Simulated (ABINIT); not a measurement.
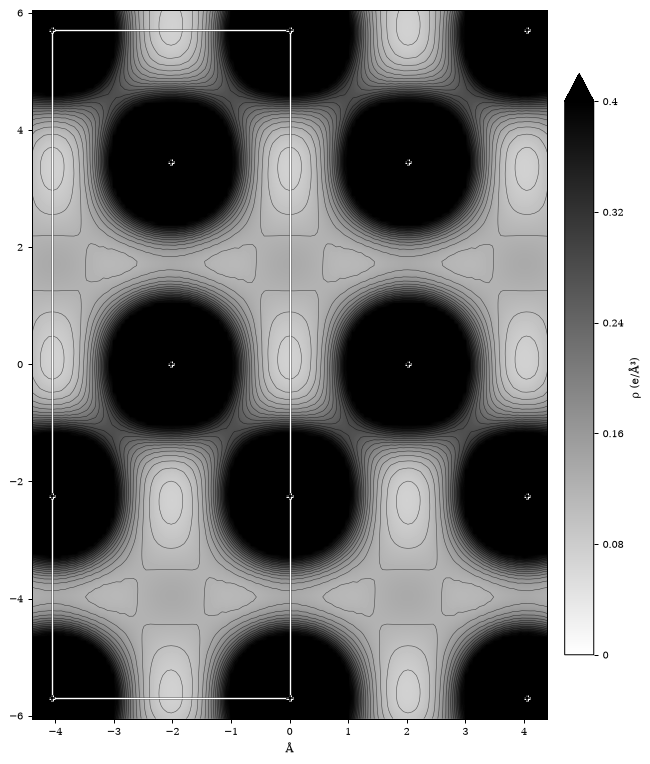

The valence charge density (pseudo) on a plane through atoms (crosses mark nuclei in the plane).

Level of theory: Kohn-Sham DFT of a periodic cell, LDA, JTH PAW LDA v2.0 (ABINIT 10.8.3).

Candidates:
A. Sb, a = 8.06 Å, b = 8.06 Å, c = 4.05 Å, α = 90.00°, β = 90.00°, γ = 90.00°. Space group I4/mcm; a structure from a database of computed crystals, not necessarily the ambient phase.
B. BN, a = 4.88 Å, b = 2.59 Å, c = 4.29 Å, α = 90.00°, β = 90.00°, γ = 90.00°. Space group Pnma; a structure from a database of computed crystals, not necessarily the ambient phase; computed pressure about −12 GPa in this cell.

### Which system is this?

Candidate A: Sb on the (110) plane of the conventional cell, which holds Sb. Sb–Sb (3.03 Å): ρ is about 0.28 e/Å³ halfway.
